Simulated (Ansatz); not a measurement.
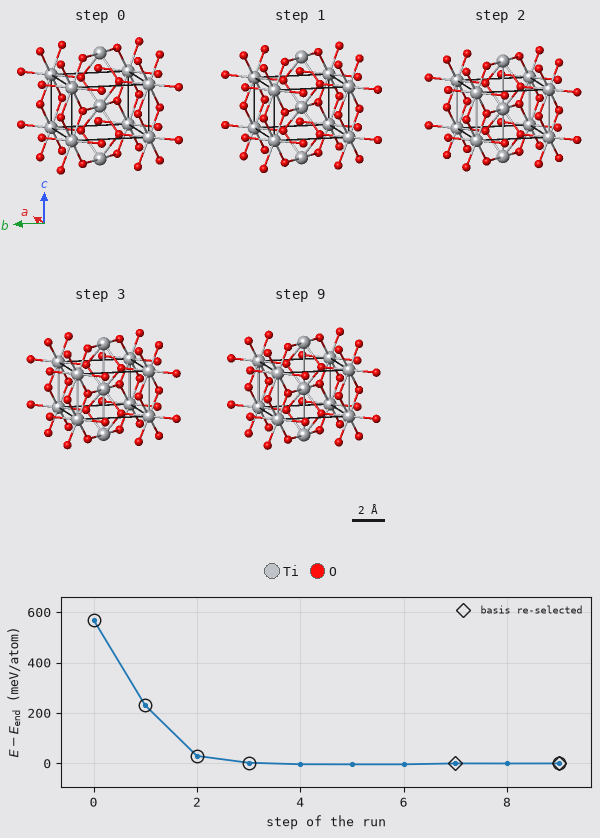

Frames of a relaxation of solid TiO₂ (built on the rutile host type), marked on the history of the run. Style: ball-and-stick. Shown: the cell of the calculation, from a free direction.

Level of theory: DFT, PBE, plane waves, PAW (Ansatz 0.2.0).

The input:
```yaml
crystal:
  lattice:
    - [5.03771217, 0.0, 0.0]
    - [0.0, 5.03771217, 0.0]
    - [0.0, 0.0, 3.39120203]
  atoms:
    - { symbol: Ti, position: [0.5, 0.5, 0.5] }
    - { symbol: Ti, position: [0.0, 0.0, 0.0] }
    - { symbol: O, position: [0.1940277, 0.8059723, 0.5] }
    - { symbol: O, position: [0.8059723, 0.1940277, 0.5] }
    - { symbol: O, position: [0.3059723, 0.3059723, 0.0] }
    - { symbol: O, position: [0.6940277, 0.6940277, 0.0] }
kpoints:
  mp_grid: { grid: [6, 6, 8] }
hamiltonian:
  xc: pbe
scf:
  occupations: { method: fermi_dirac, width: 0.02 }
relax:
  f_tol: 0.005
  cell: {}
```

Run as
```bash
ansatz run input.yaml --threads 2 --pin off --max-ram 29491MiB --backend cpu --events-out ev --progress --plain --runs-dir out
```

Describe the path.

Answer. The largest moves relative to the cell, 0.006 Å, are those of O3, O4, O5 and O6. O5 goes along [−1 −1 0]. Ti stays in place. Cell: a = b 5.038 → 4.644 Å (−7.8 %), c 3.391 → 2.964 Å (−12.6 %). Volume −25.7 %. Some distances before and after: Ti1–Ti1 3.391 → 2.964 Å, Ti1–O5 2.188 → 1.958 Å, Ti1–O3 2.180 → 2.004 Å. Among the angles between lasting bonds that change: O5–Ti1–O5 101.6° → 98.4°, Ti2–O3–Ti2 101.6° → 98.4°, O5–Ti1–O6 78.4° → 81.6°. The space group stays P4_2/mnm (No. 136). Over 7 accepted moves (9 points after the start) the energy falls by 570 meV per atom. The largest force component goes from 0.37 to under 0.0001 eV/Å. Pressure: −35.69 GPa at the start and −0.01 GPa at the end. The SCF was repeated twice at an unchanged geometry on a basis and grid sized afresh for the cell, which shifted the energy by 3.8 meV per atom at most. Cost: 23 s on 2 threads of AMD EPYC 7R13 Processor (Zen 3), on a shared host, peak memory 0.56 GiB. From step 0 to 1: volume −11.0 %, energy −340 meV per atom. From step 1 to 2: volume −10.8 %, energy −200 meV per atom. From step 2 to 3: O atoms move most (0.02 Å), volume −7.8 %, energy −27.1 meV per atom. From step 3 to 9: volume +1.4 %, energy −2.7 meV per atom.

| step | E − E(0), meV/atom | largest force component, eV/Å | pressure, GPa | volume, Å³/atom | note |
| --- | --- | --- | --- | --- | --- |
| 0 | 0.00 | 0.3681 | -35.69 | 14.344 |  |
| 1 | -339.53 | 0.2985 | -27.76 | 12.766 |  |
| 2 | -539.97 | 0.0198 | -12.00 | 11.388 |  |
| 3 | -567.07 | 0.1215 | 5.50 | 10.501 |  |
| 4 | -573.02 | 0.0308 | -0.71 | 10.736 |  |
| 5 | -573.35 | 0.0270 | -0.11 | 10.692 |  |
| 6 | -573.39 | 0.0002 | 0.00 | 10.690 |  |
| 7 | -569.63 | 0.0001 | -0.73 | 10.690 | same geometry, new basis |
| 8 | -569.89 | 0.0000 | 0.01 | 10.651 |  |
| 9 | -569.73 | 0.0001 | -0.01 | 10.651 | same geometry, new basis |
